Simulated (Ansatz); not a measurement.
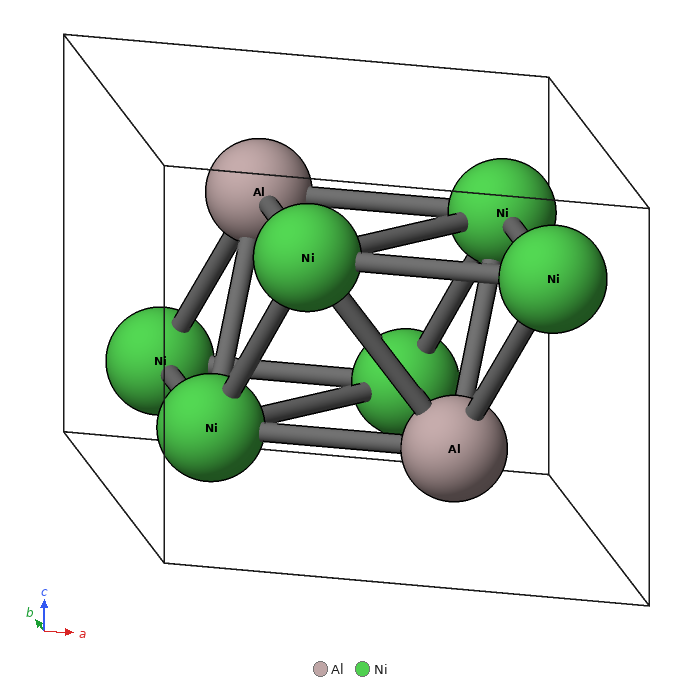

The image is a ball-and-stick drawing of a crystal, viewed slightly off an axis. The parallelepiped is the conventional unit cell. Cell: a = 5.07 Å, b = 5.07 Å, c = 4.08 Å, α = 90.00°, β = 90.00°, γ = 120.00°.

The initial geometry was a structure listed in the Materials Project. Earlier steps of the study, as a rule a relaxation of our own, may have changed the cell and positions, so they can lie some per cent off the listed ones. It was the input of a calculation with Ansatz.

Question: Notes on the structure:

Answer: The structure is one of AlNi$_{3}$. Space group P6_3/mmc (No. 194), lattice primitive hexagonal. The cell comprises 2 formula units: 2 Al, 6 Ni. Al bonds to twelve Ni in an anticuboctahedral arrangement at about 2.5 Å. The Ni atoms are each bonded to eight Ni and four Al in an anticuboctahedral arrangement (about 2.5 to 2.6 Å to Ni, 2.5 Å to Al). The bonds build a three-dimensional framework.

Run with Ansatz 0.2.0, DFT PBE, scalar-relativistic, plane waves, PAW and these settings: E_cut = 420 eV, a 12×12×10 mesh of k-points, Gaussian smearing of 0.1 eV, no spin polarisation (a spin-restricted run, not always the ground state).

Question: Classify it as metallic or gapped, with the value.

Answer: A metal: bands cross the Fermi level.

Question: How are the electrons shared out in a Bader analysis?

Answer: Al +1.83 e; Ni -0.61 e.

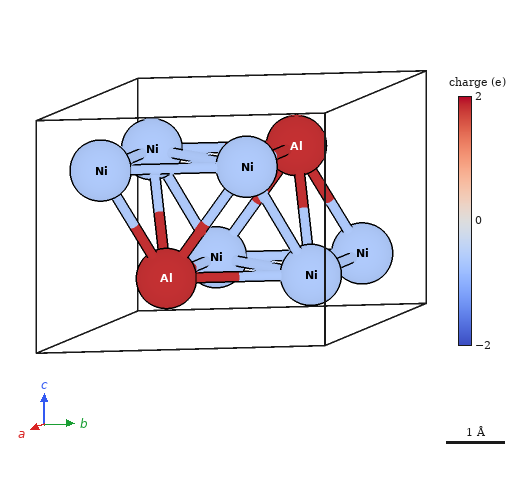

The atoms coloured by those charges. The run's cell of 8 atoms is drawn.

Question: Can this geometry be taken as optimised?

Answer: Yes. All forces vanish to within 0.01 eV/Å. The pressure is 0.0 GPa, close to zero.
